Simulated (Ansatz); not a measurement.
**Al(110) (Fm-3m bulk, 6 atomic planes (those closer than 0.6 Å count as one), 7 Å) with one Al vacancy in a 2 × 2 cell: images, spectra and barriers**

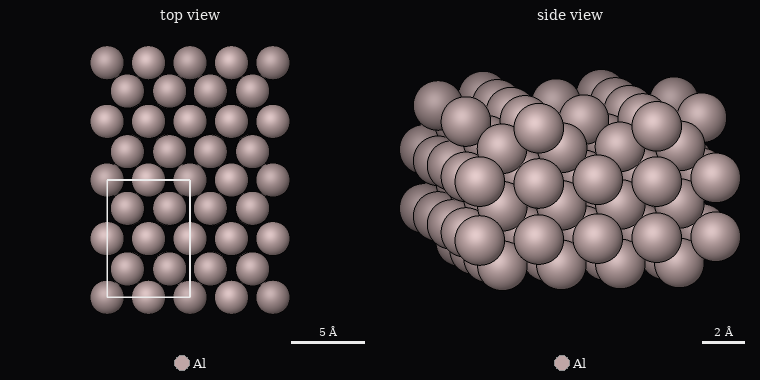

The relaxed structure from above and from the side.

These are results of DFT LDA, scalar-relativistic, plane waves, PAW (Ansatz), not measurements. Cutoff 420 eV, 10 × 8 k-points, Gaussian smearing 0.1 eV, dipole correction. The slab is a cut without reconstruction beyond its cell, at the source's lattice constants, with its lower half held fixed and the rest relaxed. The defects repeat every 5.7 Å and interact, so states at the Fermi level and the work function belong to this dense array. No spin polarisation. The run warns that the functional's potential is rough in the thin density of the vacuum, where the tip is; weak contrasts and barriers may feel it. On this mesh the free atoms still feel up to 0.09 eV/Å.

Tersoff–Hamann simulation (s-wave tip); biases are sample biases. Bias windows are sharp sums over the levels of the k mesh.

```
CELL_PARAMETERS angstrom
5.72468 0.00000 0.00000
0.00000 8.09592 0.00000
0.00000 0.00000 27.15585
ATOMIC_POSITIONS crystal
Al 0.25000 0.25000 0.36824
Al 0.25000 0.75000 0.36824
Al 0.75000 0.25000 0.36824
Al 0.75000 0.75000 0.36824
Al 0.00000 0.00000 0.42095
Al 0.00000 0.50000 0.42095
Al 0.50000 0.00000 0.42095
Al 0.50000 0.50000 0.42095
Al 0.25000 0.25000 0.47365
Al 0.25000 0.75000 0.47365
Al 0.75000 0.25000 0.47365
Al 0.75000 0.75000 0.47365
Al 0.00000 0.00000 0.52526
Al 0.00000 0.50000 0.51952
Al 0.50000 0.00000 0.52025
Al 0.50000 0.50000 0.52093
Al 0.24510 0.24155 0.57577
Al 0.24510 0.75845 0.57577
Al 0.75490 0.24155 0.57577
Al 0.75490 0.75845 0.57577
Al 0.00000 0.50000 0.61745
Al 0.50000 0.00000 0.61820
Al 0.50000 0.50000 0.61788
```

### 1. The defect in the image

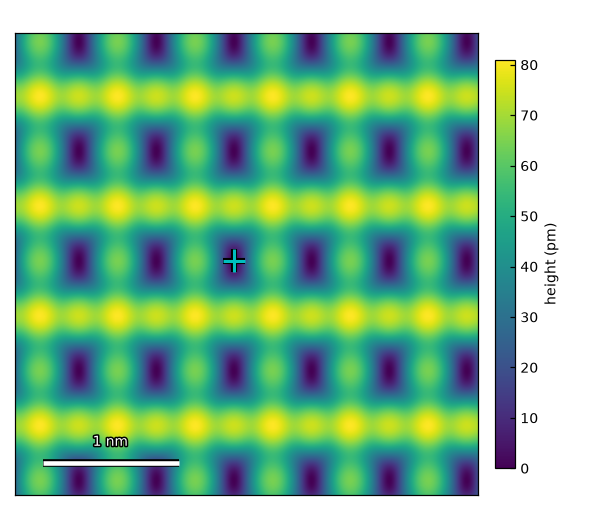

Constant-current image at a set point of 4.4 × 10⁻⁵ e/Å³, sample bias +0.25 V, of Al(110) (Fm-3m bulk, 6 atomic planes (those closer than 0.6 Å count as one), 7 Å) with one defect or adsorbate in every 2 × 2 cell; the cross marks its site, and a white outline, where drawn, is that cell.

The feature is an Al vacancy. How does it appear?

Answer. Its site appears as a depression about 74 pm deep against the mean of the area farther than 4.0 Å from it. The brightest spots lie over the top Al atoms away from the vacancy, with weaker maxima over the top Al atoms next to the vacancy; the darkest points are over the sites above the Al atoms 2.5 Å below the top plane.

### 2. Approach curves

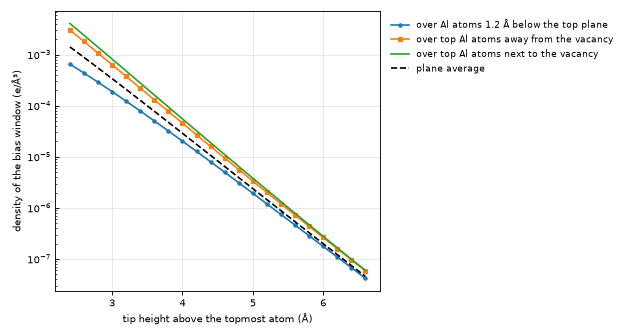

Approach curves over this surface at a sample bias of −2.00 V.

How fast does the current decay, and what apparent barrier height does that imply?

Answer. Near 4 Å the plane average falls as exp(−2.49 z/Å), a factor of 12 per ångström, which gives an apparent barrier of 5.9 eV (0.952 eV Å² times the slope squared). The vacuum level lies 4.09 eV above zero bias. The apparent barrier is well above 4.09 eV. At 4 Å the 0.25 eV of states nearest the highest filled state carry 22 % of the density, so deeper states, or ones away from the zone centre, set the barrier.

### 3. Bias series

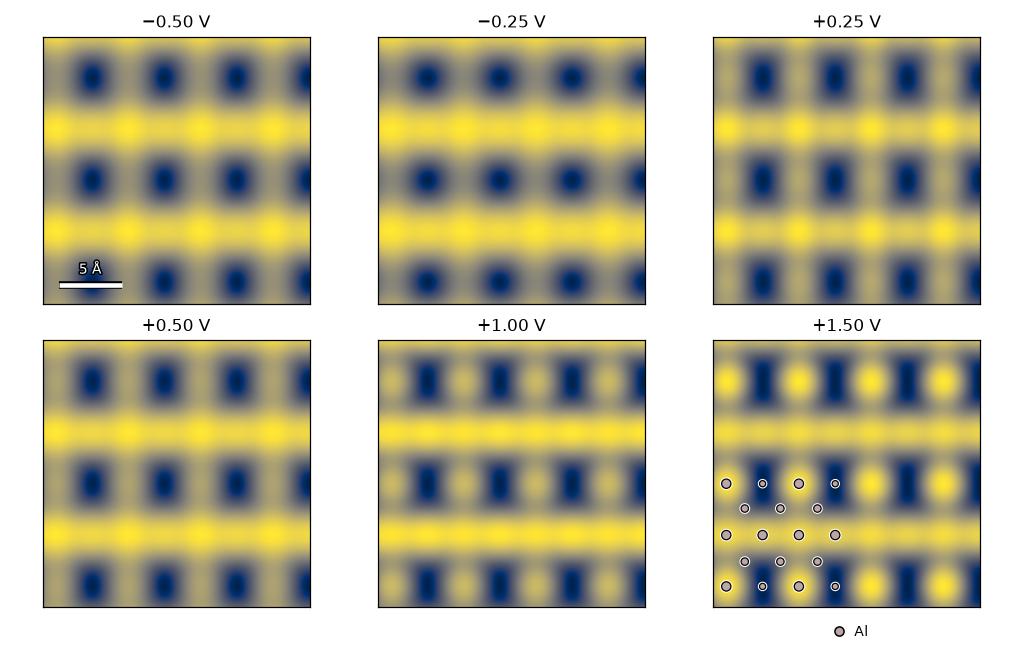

Constant-current images of this surface at 6 sample biases, each on its own colour scale; the last has the atoms seen from above drawn over one corner (deeper ones smaller).

How do the images change with bias?

Answer.
```tsv
bias	set point (e/Å³)	corrugation	brightest over
−0.50 V	2.6 × 10⁻⁶	87 pm	top Al atoms away from the vacancy
−0.25 V	2.0 × 10⁻⁶	92 pm	top Al atoms away from the vacancy
+0.25 V	5.0 × 10⁻⁶	56 pm	top Al atoms away from the vacancy
+0.50 V	1.3 × 10⁻⁵	74 pm	top Al atoms away from the vacancy
+1.00 V	3.4 × 10⁻⁵	65 pm	top Al atoms away from the vacancy
+1.50 V	5.4 × 10⁻⁵	54 pm	all the top Al atoms
```

The slab has states at the Fermi level, so this model gives a current down to small biases. Its work function (top face) is 4.09 eV.
